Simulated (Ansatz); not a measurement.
# Cu2O: geometry relaxation

- system: Cu2O (6 atoms in the cell)
- method: DFT r2SCAN, scalar-relativistic, plane waves, PAW, no spin polarisation (Ansatz 0.2.0)

The structure derives from an entry of the Crystallography Open Database.

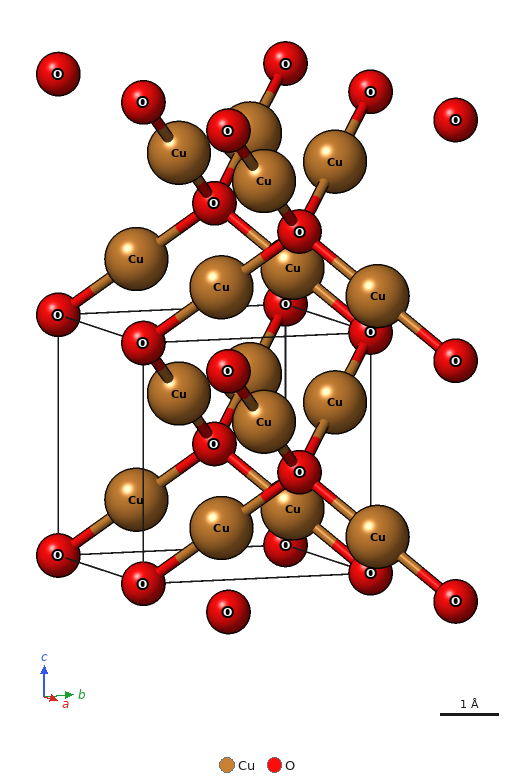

Fig. 1: The starting structure (ball-and-stick view of the cell of the calculation, repeated 2 × 1 × 2, seen slightly off an axis). Near neighbours in the crystal (not all of them lie inside the picture): Cu has 2 O at 1.84 Å; O has 4 Cu at 1.84 Å.

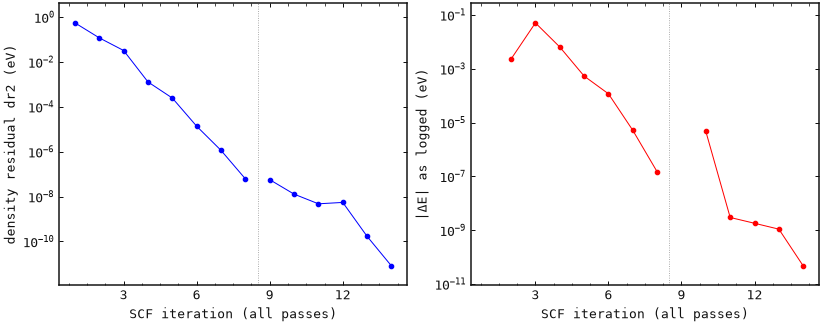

Fig. 2: Convergence of the self-consistent field: density residual dr2 and size of the energy change against the SCF iteration. The dotted lines part the SCF passes of the relaxation: geometry steps, rejected trials and re-solves on a re-selected basis. The passes take 8 and 6 iterations.

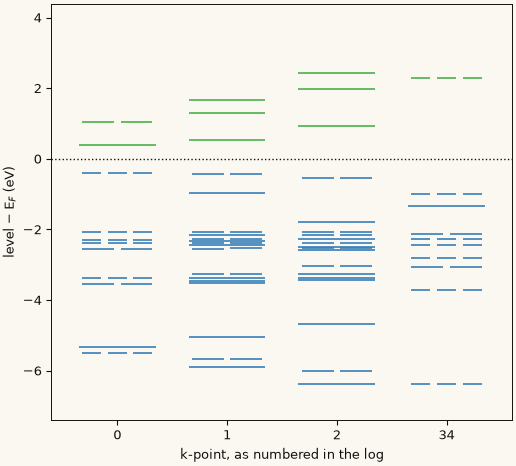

Fig. 3: Kohn–Sham levels near the Fermi level (dotted) at the few k-points that the log prints; levels within 0.02 eV of each other stand side by side. Among these points the highest filled and lowest empty levels are 0.79 eV apart, which is the gap on the mesh.

The input and output of the run follow.

**The input**
```yaml
crystal:
  lattice:
    - [4.2456701387, 0.0, 0.0]
    - [0.0, 4.2456701387, 0.0]
    - [0.0, 0.0, 4.2456701387]
  atoms:
    - { symbol: Cu, position: [0.25, 0.25, 0.25] }
    - { symbol: Cu, position: [0.25, 0.75, 0.75] }
    - { symbol: Cu, position: [0.75, 0.75, 0.25] }
    - { symbol: Cu, position: [0.75, 0.25, 0.75] }
    - { symbol: O, position: [0.0, 0.0, 0.0] }
    - { symbol: O, position: [0.5, 0.5, 0.5] }
basis:
  ecutwfc: 500
  ecutrho_ratio: 4
kpoints:
  mp_grid: { grid: [8, 8, 8] }
hamiltonian:
  xc: r2scan
scf:
  occupations: { method: gaussian, width: 0.05 }
output:
  forces: true
  stress: true
  eigenvalues: true
relax:
  f_tol: 0.01
  max_steps: 30
  cell: { stress_tol: 0.05 }
```

Command:
```bash
ansatz run input.yaml --threads 4 --pin off --max-ram 10240MiB --backend cpu --events-out ev --progress --plain --runs-dir out
```

**The program's output**
```
Engine: ansatz 0.2.0, aarch64-unknown-linux-gnu
Pseudopotentials: kind: paw
Pseudopotential: Cu, paw, valence charge 19, recommended cutoff 500 eV (meta_gga), Cu.paw.azcp
Pseudopotential: O, paw, valence charge 6, recommended cutoff 500 eV (meta_gga), O.paw.azcp
Functional definition: r2SCAN
  parameter k0 = 0.174
  parameter k1 = 0.065
  parameter a1 = 4.9479
  exchange = r2scan_x(k0 = k0, k1 = k1, a1 = a1)
  correlation = r2scan_c
Crystal: 6 atoms, lattice volume = 76.531 Å³
Basis set: ecut = 500 eV, 1935 PW (Γ), exchange–correlation on 128×128×128 points (64 copies of the dense FFT grid, shifted against one another)
Bands: 53, of which v1, the nominal top of the filled ones, is band 44 counted from 1 (43 counted from 0)
Symmetry: 48 space group operations
Space group: Pn-3m (ITA 224), of the structure as read, at distance tolerance 4.2e-5 Å
k-points: 35 of 512
Non-local potential: Cu, projectors of the file, l = 0: 3, l = 1: 2, l = 2: 3, l = 3: 1
Non-local potential: O, projectors of the file, l = 0: 2, l = 1: 2, l = 2: 1
PAW form: soft (Blöchl's): semilocal exchange-correlation on the pseudo side does not see the compensation charge
PAW frozen core: Cu, regenerated for the run's functional (the file was generated under x = pbe(κ = 0.804, μ = 0.2195149727645171), c = pbe(β = 0.06672455060314922))
PAW frozen core: O, regenerated for the run's functional (the file was generated under x = pbe(κ = 0.804, μ = 0.2195149727645171), c = pbe(β = 0.06672455060314922))
PAW one-centre angular grid: Cu, 590 points (default); XC on 160 Gauss nodes
PAW one-centre angular grid: O, 302 points (default); XC on 160 Gauss nodes
Initial density: superposition of atomic densities (neutral atoms: chi_scale 0, normalization atom), corrected by the library's trained network
Initial wavefunctions: pseudopotential atomic-orbital guess
Functional: x = r2scan, c = r2scan; τ floored in thin density (d = 2e-4 eV/Å³)
SCF iter   1: F=—  HF=-27659.901020 eV  |F-HF|=—  |Δ(HF+E_count)|=         —  Δρ=3.50e-2  dr2=5.54e-1  dr2_τ=1.18e-1  ethr=1.77e-3  ⟨swp⟩=6.1  Hψ=6773  notcnv=0  defer=4
preconditioner: auto → Resta (q_TF=auto, 2.793 Å⁻¹)  ε∞=9.6  [insulator: Δε(μ)=0.778 eV  Ē_g=10.848 eV  σ=0.050 eV  W_gap=1.00  n_scr=26 (ndim 8)  ℏωp=31.8 eV  f_vac=0.022  D(μ)=0.00/eV (n_scr^D=0)  ε∞_Penn≈9.6]
SCF iter   2: F=—  HF=-27659.898706 eV  |F-HF|=—  |Δ(HF+E_count)|=   2.31e-3  Δρ=1.79e-2  dr2=1.19e-1  dr2_τ=5.96e-3  ethr=6.30e-4  ⟨swp⟩=2.6  Hψ=3086  notcnv=0  defer=103
SCF iter   3: F=—  HF=-27659.847711 eV  |F-HF|=—  |Δ(HF+E_count)|=   5.10e-2  Δρ=7.63e-3  dr2=3.25e-2  dr2_τ=6.48e-4  ethr=1.35e-4  ⟨swp⟩=2.3  Hψ=3120  notcnv=0  defer=103
SCF iter   4: F=—  HF=-27659.841219 eV  |F-HF|=—  |Δ(HF+E_count)|=   6.49e-3  Δρ=1.37e-3  dr2=1.29e-3  dr2_τ=6.22e-5  ethr=3.69e-5  ⟨swp⟩=1.0  Hψ=2135  notcnv=0  defer=103
SCF iter   5: F=—  HF=-27659.841758 eV  |F-HF|=—  |Δ(HF+E_count)|=   5.39e-4  Δρ=9.18e-4  dr2=2.47e-4  dr2_τ=2.03e-5  ethr=1.47e-6  ⟨swp⟩=2.1  Hψ=2622  notcnv=0  defer=103
SCF iter   6: F=—  HF=-27659.841876 eV  |F-HF|=—  |Δ(HF+E_count)|=   1.18e-4  Δρ=1.43e-4  dr2=1.37e-5  dr2_τ=5.83e-7  ethr=2.81e-7  ⟨swp⟩=2.0  Hψ=2452  notcnv=0  defer=103
SCF iter   7: F=—  HF=-27659.841871 eV  |F-HF|=—  |Δ(HF+E_count)|=   5.18e-6  Δρ=4.19e-5  dr2=1.15e-6  dr2_τ=4.06e-8  ethr=1.56e-8  ⟨swp⟩=2.0  Hψ=2523  notcnv=0  defer=103
SCF iter   8: F=-27659.841871 eV  HF=-27659.841871 eV  |F-HF|=2.78e-8  |Δ(HF+E_count)|=   1.49e-7  Δρ=8.05e-6  dr2=6.18e-8  dr2_τ=2.57e-9  ethr=1.14e-10  ⟨swp⟩=7.5  Hψ=7702  notcnv=0
SCF 1 converged in 8 iterations: F = -27659.841871 eV  dr2 = 6.18e-8
  greatest PAW one-centre occupation: 1.000 electrons in one spin orbital (limit 2), on the Cu atom at site 2 (counted from 0), in its partial waves of l = 0
relax step   1: F+E_penalty+E_count = -27659.84187066 eV  Δ(F+E_penalty+E_count) = +0.000e0 eV  max|allowed force component| = 4.240e-18 eV/Å  Δτ_max = 0.0000 Å  P = +0.005 GPa  Ω = 76.531 Å³  (8 SCF iters, dr2 threshold 1.00e-7 eV, accepted)
Initial density: handed on by an earlier stage of this run
Initial wavefunctions: pseudopotential atomic-orbital guess (no wavefunctions were taken with the density)
iter 1 solved again at ethr=8.79e-8 eV; its pass at ethr=3.10e-3 eV (dr2=7.73e-5 eV) is discarded
SCF iter   1: F=—  HF=-27659.841875 eV  |F-HF|=—  |Δ(HF+E_count)|=         —  Δρ=7.69e-6  dr2=5.69e-8  dr2_τ=2.43e-9  ethr=8.79e-8  ⟨swp⟩=3.0  Hψ=10849  notcnv=0
preconditioner: auto → Resta (q_TF=auto, 2.793 Å⁻¹)  ε∞=9.9  [insulator: Δε(μ)=0.794 eV  Ē_g=10.650 eV  σ=0.050 eV  W_gap=1.00  n_scr=26 (ndim 8)  ℏωp=31.8 eV  f_vac=0.025  D(μ)=0.00/eV (n_scr^D=0)  ε∞_Penn≈9.9]
SCF iter   2: F=—  HF=-27659.841871 eV  |F-HF|=—  |Δ(HF+E_count)|=   4.70e-6  Δρ=4.15e-6  dr2=1.29e-8  dr2_τ=8.29e-10  ethr=6.47e-11  ⟨swp⟩=2.1  Hψ=3402  notcnv=0
SCF iter   3: F=—  HF=-27659.841871 eV  |F-HF|=—  |Δ(HF+E_count)|=   2.99e-9  Δρ=2.25e-6  dr2=4.78e-9  dr2_τ=1.30e-10  ethr=1.47e-11  ⟨swp⟩=2.4  Hψ=2794  notcnv=0
SCF iter   4: F=—  HF=-27659.841871 eV  |F-HF|=—  |Δ(HF+E_count)|=   1.82e-9  Δρ=3.81e-6  dr2=5.51e-9  dr2_τ=1.11e-10  ethr=5.44e-12  ⟨swp⟩=2.7  Hψ=3203  notcnv=0
SCF iter   5: F=—  HF=-27659.841871 eV  |F-HF|=—  |Δ(HF+E_count)|=   1.10e-9  Δρ=6.91e-7  dr2=1.69e-10  dr2_τ=6.74e-12  ethr=5.44e-12  ⟨swp⟩=2.0  Hψ=2551  notcnv=0
SCF iter   6: F=-27659.841871 eV  HF=-27659.841871 eV  |F-HF|=3.27e-11  |Δ(HF+E_count)|=  4.73e-11  Δρ=1.41e-7  dr2=8.14e-12  dr2_τ=1.84e-13  ethr=1.00e-12  ⟨swp⟩=4.1  Hψ=6221  notcnv=0
SCF 2 converged in 6 iterations: F = -27659.841871 eV  dr2 = 8.14e-12
  greatest PAW one-centre occupation: 1.000 electrons in one spin orbital (limit 2), on the Cu atom at site 0 (counted from 0), in its partial waves of l = 0
relax step   2: F+E_penalty+E_count = -27659.84187069 eV  Δ(F+E_penalty+E_count) = -2.639e-8 eV  max|allowed force component| = 3.469e-18 eV/Å  Δτ_max = 0.0000 Å  P = +0.005 GPa  Ω = 76.531 Å³  stress off target by 4.81e-3 GPa  SCF on the basis re-selected at this cell (its energy is not comparable with the rows above)  (6 SCF iters)
basis re-selected at this cell: Δ(F+E_penalty+E_count) = -2.639e-8 eV, ΔP = -0.000 GPa vs the last step (what re-selecting the basis moved, of the pressure what is left beyond the Pulay correction that the steps carried, after the strain that the cell walked since its last selection, with what the two solves' SCF thresholds leave and, on support functions, any second-order correction that the steps lacked; it is no measure of the basis error at this ecutwfc). This SCF's stress stands 4.81e-3 GPa from its target on what of the cell is left free (relax.cell.stress_tol is 5.00e-2 GPa) and its largest allowed force component is 3.47e-18 eV/Å (relax.f_tol is 1.00e-2 eV/Å): within both
SCF converged after 6 iterations
Free energy (F): -27659.841871 eV
Harris-Foulkes:  -27659.841871 eV  (|F-HF|=3.27e-11)
Internal energy: -27659.841871 eV  (E = F + TS)
E sigma→0 (E₀):  -27659.841871 eV
Fermi energy:    11.378386 eV
--- Per-component energies (eV) ---
  E_band       = -1929.649062
  E_kinetic    = 1547.020025
  E_local      = -19720.836116  (includes V_loc(G=0)·N_el)
  E_nonlocal   = 1699.082291
  E_hartree    = 8630.664346
  E_xc         = -474.570485
  E_vxc        = -697.536434  (∫ρ·V_xc dr)
  E_paw        = -7048.330294  (= ΣΔE_a)
  E_vpaw       = -2066.376497  (= ΣTr[D̂ρ^β])
  E_aug_tail   = 0.002541  (compensation charges beyond the density's cutoff)
  E_vtau       = 47.666930  (kinetic-family band-sum trace: ∫τ·v_τ [+ j·A + Jᵃ·Aᵃ] dr)
  E_ewald      = -12291.605865
  E_core_change = -1.268314  (= ΣΔE_core)
  E_smearing   = -0.000000  (= −TS)
  E_closure    = -0.000000  (closes the sum)
  Σ components = -27659.841871   (vs F -27659.841871, Δ=0.00e0)
--- Forces (eV/Å), atoms counted from 1 ---
  atom   1  Cu     0.00000000     0.00000000     0.00000000
  atom   2  Cu     0.00000000    -0.00000000     0.00000000
  atom   3  Cu     0.00000000    -0.00000000    -0.00000000
  atom   4  Cu     0.00000000    -0.00000000     0.00000000
  atom   5  O      0.00000000     0.00000000     0.00000000
  atom   6  O      0.00000000    -0.00000000     0.00000000
  max |Σ_I F_I| component: 4.63e-18 eV/Å
--- Stress (GPa, compression-positive) ---
        0.004811       0.000000       0.000000
        0.000000       0.004811       0.000000
        0.000000       0.000000       0.004811
  P = ⅓ Tr σ = 0.0048 GPa (0.048 kbar)
--- Band table (eV; the first three rows and the last of 35) ---
  k-point 0: bands = ["-104.9228", "-104.9212", "-104.9212", "-104.9212", "-60.9118", "-60.8965", "-60.8965", "-60.8965", "-60.7086", "-60.7086", "-60.7007", "-60.7007", "-60.7007", "-60.6970", "-60.6970", "-60.6970", "-10.4536", "-9.7168", "3.4030", "3.4030", "3.4030", "5.8700", "5.8700", "5.8700", "6.0401", "7.8207", "7.8207", "7.9982", "7.9982", "7.9982", "8.8325", "8.8325", "8.9809", "8.9809", "8.9809", "9.0835", "9.0835", "9.0835", "9.3129", "9.3129", "9.3129", "10.9795", "10.9795", "10.9795", "11.7738", "12.4259", "12.4259", "19.4747", "19.4747", "19.4747", "20.7206", "20.7206", "20.7206"]
  k-point 1: bands = ["-104.9227", "-104.9212", "-104.9212", "-104.9212", "-60.9112", "-60.8970", "-60.8965", "-60.8965", "-60.7083", "-60.7081", "-60.7010", "-60.7006", "-60.7006", "-60.6975", "-60.6971", "-60.6971", "-10.4252", "-9.7443", "3.4436", "3.4630", "3.4630", "5.4897", "5.7165", "5.7165", "6.3388", "7.8494", "7.9180", "8.0025", "8.1095", "8.1095", "8.8262", "8.8439", "8.9488", "9.0064", "9.0064", "9.0423", "9.1171", "9.1171", "9.2224", "9.2962", "9.2962", "10.4021", "10.9412", "10.9412", "11.9119", "12.6789", "13.0439", "19.1247", "19.3903", "19.3903", "19.8452", "20.3516", "20.3516"]
  k-point 2: bands = ["-104.9225", "-104.9214", "-104.9212", "-104.9212", "-60.9095", "-60.8987", "-60.8964", "-60.8964", "-60.7074", "-60.7069", "-60.7018", "-60.7003", "-60.7003", "-60.6987", "-60.6974", "-60.6974", "-10.3444", "-9.8229", "3.5684", "3.6342", "3.6342", "4.9890", "5.3597", "5.3597", "6.6860", "7.9365", "7.9916", "8.1262", "8.3384", "8.3384", "8.8096", "8.8445", "8.8535", "8.8766", "8.9959", "8.9959", "9.1132", "9.2309", "9.2309", "9.3116", "9.3116", "9.5902", "10.8322", "10.8322", "12.3064", "13.3504", "13.8119", "18.3341", "18.8533", "19.1880", "19.1880", "19.7111", "19.7111"]
  k-point 34: bands = ["-104.9217", "-104.9215", "-104.9215", "-104.9215", "-60.9123", "-60.8964", "-60.8964", "-60.8964", "-60.7078", "-60.7078", "-60.7078", "-60.6975", "-60.6975", "-60.6973", "-60.6973", "-60.6973", "-10.2842", "-9.7917", "3.5102", "3.5102", "3.5102", "4.9961", "4.9961", "4.9961", "7.6562", "7.6562", "7.6562", "8.3178", "8.3178", "8.5608", "8.5608", "8.5608", "8.9393", "8.9393", "8.9393", "9.0972", "9.0972", "9.0972", "9.2597", "9.2597", "10.0554", "10.3738", "10.3738", "10.3738", "13.6781", "13.6781", "13.6781", "16.2596", "16.2596", "16.2596", "18.5821", "19.3094", "25.5578"]
--- Relaxed structure (1 steps of the walk, 1 accepted, 1 SCFs on fresh bases) ---
  F+E_penalty+E_count = -27659.84187069 eV   max|allowed force component| = 3.469e-18 eV/Å   (the final SCF, on the basis selected at the relaxed cell)
  cell:  # Å, volume = 76.5312 Å³
    - [4.2456701387, 0.0, 0.0]
    - [0.0, 4.2456701387, 0.0]
    - [0.0, 0.0, 4.2456701387]
  atoms:
    - { symbol: Cu, position: [0.25, 0.25, 0.25] }
    - { symbol: Cu, position: [0.25, 0.75, 0.75] }
    - { symbol: Cu, position: [0.75, 0.75, 0.25] }
    - { symbol: Cu, position: [0.75, 0.25, 0.75] }
    - { symbol: O, position: [0.0, 0.0, 0.0] }
    - { symbol: O, position: [0.5, 0.5, 0.5] }
```

**Trajectory as extended XYZ (Å, eV, eV/Å), 2 frames, from step=1 to step=2**
```
6
Lattice="4.2457 0.0000 0.0000 0.0000 4.2457 0.0000 0.0000 0.0000 4.2457" Properties=species:S:1:pos:R:3:forces:R:3 step=1 energy=-27659.84187 pressure_GPa=0.00
Cu    1.0614    1.0614    1.0614    0.0000   0.0000   0.0000
Cu    1.0614    3.1843    3.1843    0.0000   0.0000   0.0000
Cu    3.1843    3.1843    1.0614    0.0000   0.0000   0.0000
Cu    3.1843    1.0614    3.1843    0.0000   0.0000   0.0000
O     0.0000    0.0000    0.0000    0.0000   0.0000   0.0000
O     2.1228    2.1228    2.1228    0.0000   0.0000   0.0000
6
Lattice="4.2457 0.0000 0.0000 0.0000 4.2457 0.0000 0.0000 0.0000 4.2457" Properties=species:S:1:pos:R:3:forces:R:3 step=2 energy=-27659.84187 pressure_GPa=0.00
Cu    1.0614    1.0614    1.0614    0.0000   0.0000   0.0000
Cu    1.0614    3.1843    3.1843    0.0000   0.0000   0.0000
Cu    3.1843    3.1843    1.0614    0.0000   0.0000   0.0000
Cu    3.1843    1.0614    3.1843    0.0000   0.0000   0.0000
O     0.0000    0.0000    0.0000    0.0000   0.0000   0.0000
O     2.1228    2.1228    2.1228    0.0000   0.0000   0.0000
```

**Key numbers**

- outcome: converged
- space group (tolerance 0.01 Å): Pn-3m (224)
- electrons treated: 88
- free energy: −27659.8419 eV
- Fermi energy: 11.378 eV
- gap on the k-point mesh: 0.79 eV
- pressure: 0.00 GPa
- final volume: 76.53 Å³
- largest force (length of the vector) at the end: under 0.001 eV/Å
- final cell: a = 4.246 Å, b = 4.246 Å, c = 4.246 Å, α = 90.00°, β = 90.00°, γ = 90.00°
- hardware: 4 threads of Arm Neoverse V2, 24 GiB of memory available, shared host
- wall time: 8.3 s (CPU time 32 s)
- peak memory: 0.61 GiB
